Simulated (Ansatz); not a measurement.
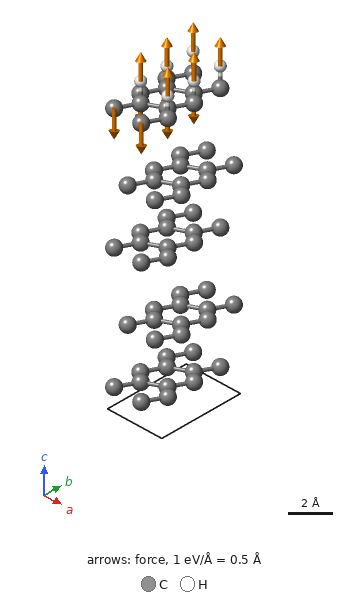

Starting geometry of a slab of composition HC10 (cut from the Fmmm phase) with the computed forces as orange arrows. Style: ball-and-stick. Shown: the 2 × 3 repeat of the cell, outlined in the plane, without the vacuum, from a free direction.

Case: H put at a top C site. The slab is the (0 0 1) face of C with H on it. 4 atoms are held fixed.

Level of theory: Ansatz, DFT PBE+D3(BJ), scalar-relativistic, plane waves, PAW.

Input file:
```yaml
crystal:
  lattice:
    - [2.4655379968, 0.0, 0.0]
    - [-1.2327689984, 2.1341461181, 0.0]
    - [0.0, 0.0, 32.5979680033]
  atoms:
    - { symbol: C, position: [0.0833101796, 0.1666203592, 0.2607524494] }
    - { symbol: C, position: [0.4166898204, 0.8333796408, 0.2607524494] }
    - { symbol: C, position: [0.5833101796, 0.1666203592, 0.3650391026] }
    - { symbol: C, position: [0.9166898204, 0.8333796408, 0.3650391026] }
    - { symbol: C, position: [0.0833101796, 0.1666203592, 0.4693232413] }
    - { symbol: C, position: [0.4166898204, 0.8333796408, 0.4693232413] }
    - { symbol: C, position: [0.5833101796, 0.1666203592, 0.5736098945] }
    - { symbol: C, position: [0.9166898204, 0.8333796408, 0.5736098945] }
    - { symbol: C, position: [0.0833101796, 0.1666203592, 0.6778940332] }
    - { symbol: C, position: [0.4166898204, 0.8333796408, 0.6778940332] }
    - { symbol: H, position: [0.4166898204, 0.8333796408, 0.7110249326] }
basis:
  ecutwfc: 420
kpoints:
  mp_grid: { grid: [12, 12, 1] }
hamiltonian:
  xc: pbe
  dispersion: d3bj
scf:
  occupations: { method: gaussian, width: 0.1 }
output:
  forces: true
  eigenvalues: true
  write_density: true
  write_potential: true
  elf: true
  volumetric_format: npy
relax:
  adjacent_minimum: "off"
  f_tol: 0.03
  max_steps: 70
  constraints: [{ sites: [0, 1, 2, 3] }]
efield:
  axis: 3
  dipole_correction: true
  ramp_width: 0.04
```

Run as
```bash
ansatz run input.yaml --threads 1 --pin off --max-ram 2560MiB --backend cpu --events-out ev --progress --plain --runs-dir out
```

Question: What follows when this structure is relaxed?

Answer: It isn't relaxed: the largest force vector, on C9, is 3.06 eV/Å. The final displacements have little in common with the starting forces (cosine between the two patterns 0.28). C9 moves most: 0.51 Å at 30° to the normal (−c side). By element the largest moves are C 0.51 Å, H 0.27 Å. The cell stays as it was. Near-neighbour distances that change, for instance: C10–H11 1.080 → 1.175 Å, C9–C10 1.423 → 1.448 Å. Among the angles between lasting bonds that change: C9–C10–H11 90.0° → 100.6°, C10–C9–C10 120.0° → 116.7°. Over 7 geometry steps the energy falls by 0.598 eV per cell of the calculation. The largest force component goes from 3.1 to 0.028 eV/Å.

Limits of the set-up: the periodic images lie only 2.5 Å apart, so the values are limited by the cell's size.
